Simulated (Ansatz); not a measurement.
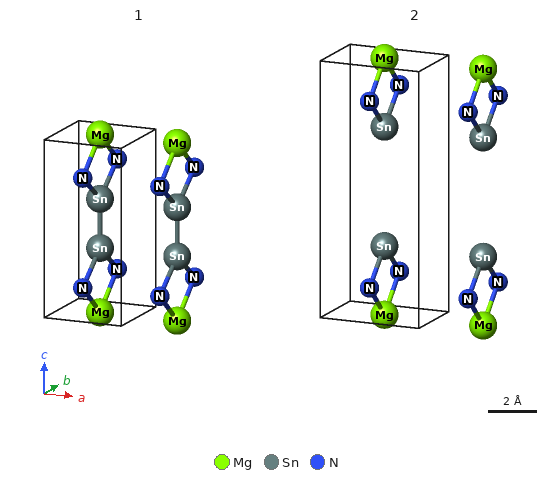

Two geometries of a crystal of MgSn2N2 (a generated structure, set up in Pmmm) (coarse preliminary run), drawn at one scale. One is the start of a relaxation, the other its converged end. The picture is a ball-and-stick view of the cell of the calculation, repeated 2 × 1 × 1 with one cell outlined, seen slightly off an axis.

The calculation used DFT PBE, scalar-relativistic, plane waves, PAW in Ansatz. Set-up: plane-wave cutoff 420 eV; k-point mesh 6 × 6 × 2; occupations gaussian; smearing width 0.1 eV; no spin polarisation; cell and atoms relaxed; force threshold 0.04 eV/Å; at most 70 steps.

### Which one is relaxed?

Structure 2 is the relaxed one. The energy falls by 5.720 eV per cell of the calculation in 13 accepted moves (16 points after the start). The largest force component goes from 15 to 0.0095 eV/Å. The pressure goes from 11.39 to 0.08 GPa. At 3 points the geometry stayed and the basis and grid were re-selected for the new cell (energy shift of 0.172 eV per cell of the calculation at most each time). The largest moves relative to the cell, 1.04 Å, are those of Sn atoms. By element the largest moves are Sn 1.04 Å, N 0.60 Å. Mg stays in place. The volume changes by +60.1 %, with a 3.522 → 4.505 Å (+27.9 %), b 3.565 → 3.089 Å (−13.3 %), c 7.654 → 11.054 Å (+44.4 %). Near-neighbour distances that change, for instance: Sn–Sn 2.116 → 5.129 Å, Mg–Sn 2.769 → 2.963 Å, Mg–N 2.306 → 2.161 Å, N–Sn 2.210 → 2.119 Å. Bonds break: Sn–Sn (2.12 → 5.13 Å). Among the angles between lasting bonds that change: Sn–N–Sn 107.5° → 93.6°, N–Sn–N 107.5° → 93.6°, Mg–N–Sn 75.6° → 87.6°. The space group stays Pmmm (No. 47). Cost: 2.1 min on 1 thread of Intel(R) Xeon(R) Processor @ 2.70GHz, on a shared host, peak memory 0.48 GiB.
